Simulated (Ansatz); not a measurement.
The calculation's input:

```
crystal:
  lattice:
    - [3.8706527165, 2.2347223878, 4.6652769413]
    - [-3.8706527165, 2.2347223878, 4.6652769413]
    - [0.0, -4.4694447756, 4.6652769413]
  atoms:
    - { symbol: Ti, position: [0.68553227, 0.94186605, 0.12417556] }
    - { symbol: Ti, position: [0.72344689, 0.72344689, 0.72344689] }
    - { symbol: Ti, position: [0.12417556, 0.68553227, 0.94186605] }
    - { symbol: Ti, position: [0.05813395, 0.87582444, 0.31446773] }
    - { symbol: Ti, position: [0.94186605, 0.12417556, 0.68553227] }
    - { symbol: Ti, position: [0.87582444, 0.31446773, 0.05813395] }
    - { symbol: Ti, position: [0.27655311, 0.27655311, 0.27655311] }
    - { symbol: Ti, position: [0.31446773, 0.05813395, 0.87582444] }
    - { symbol: O, position: [0.0, 0.0, 0.0] }
    - { symbol: O, position: [0.74266755, 0.82833233, 0.42024585] }
    - { symbol: O, position: [0.35696936, 0.96047417, 0.20188282] }
    - { symbol: O, position: [0.42024585, 0.74266755, 0.82833233] }
    - { symbol: O, position: [0.03952583, 0.79811718, 0.64303064] }
    - { symbol: O, position: [0.79811718, 0.64303064, 0.03952583] }
    - { symbol: O, position: [0.82833233, 0.42024585, 0.74266755] }
    - { symbol: O, position: [0.17166767, 0.57975415, 0.25733245] }
    - { symbol: O, position: [0.20188282, 0.35696936, 0.96047417] }
    - { symbol: O, position: [0.96047417, 0.20188282, 0.35696936] }
    - { symbol: O, position: [0.57975415, 0.25733245, 0.17166767] }
    - { symbol: O, position: [0.64303064, 0.03952583, 0.79811718] }
    - { symbol: O, position: [0.25733245, 0.17166767, 0.57975415] }
basis:
  ecutwfc: 500
kpoints:
  mp_grid: { grid: [6, 6, 6] }
hamiltonian:
  xc: r2scan
scf:
  occupations: { method: gaussian, width: 0.02 }
output:
  forces: true
  stress: true
  eigenvalues: true
  write_density: true
  write_potential: true
  elf: true
  volumetric_format: npy
relax:
  adjacent_minimum: "off"
  f_tol: 0.005
  max_steps: 80
  cell: { stress_tol: 0.05 }
```

Launched as:

```sh
ansatz run input.yaml --threads 4 --pin off --max-ram 10240MiB --backend cpu --events-out ev --progress --plain --runs-dir out
```

Below, planes, directions and counts refer to the conventional cell (a = 7.73 Å, b = 7.73 Å, c = 13.97 Å, α = 90.00°, β = 90.00°, γ = 120.00°).

The fields are those of the run's last geometry, not of the input's.

Space group R-3; a structure from a database of computed crystals, not necessarily the ambient phase; computed without spin polarisation.

Method: DFT r2SCAN, scalar-relativistic, plane waves, PAW (Ansatz).

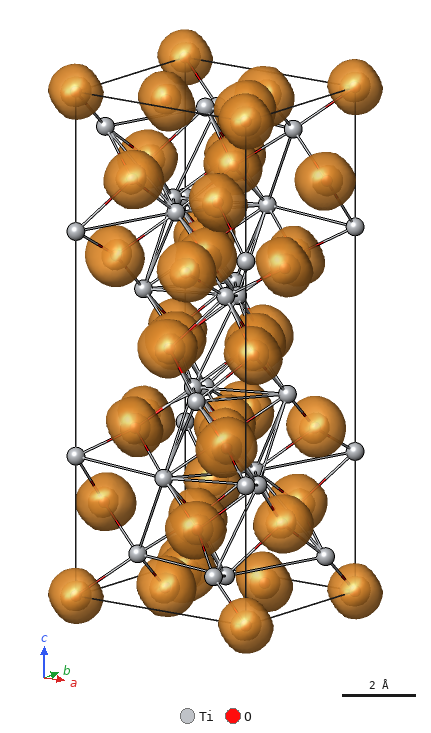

Ti8O13. Isosurface of the electron localisation function at 0.75 (orange), seen slightly off an axis. Core shells and regions of very low density are left out. Sticks mark near contacts.

What do the ELF domains correspond to?

At this value the surface marks out 39 regions wrapped around O (the valence shell of each), counted in one cell of 63 atoms. Any copies at cell faces, edges or corners count once. Profiles from the grid: Ti–O (1.86 Å): the ELF peaks at about 0.80 in the valence shell of O, 0.6 Å from its nucleus, and is about 0.25 at the midpoint: no shared electron pair shows on this line. Ti–Ti (2.87 Å): the ELF is about 0.15 at the midpoint: no localised pair shows between them.
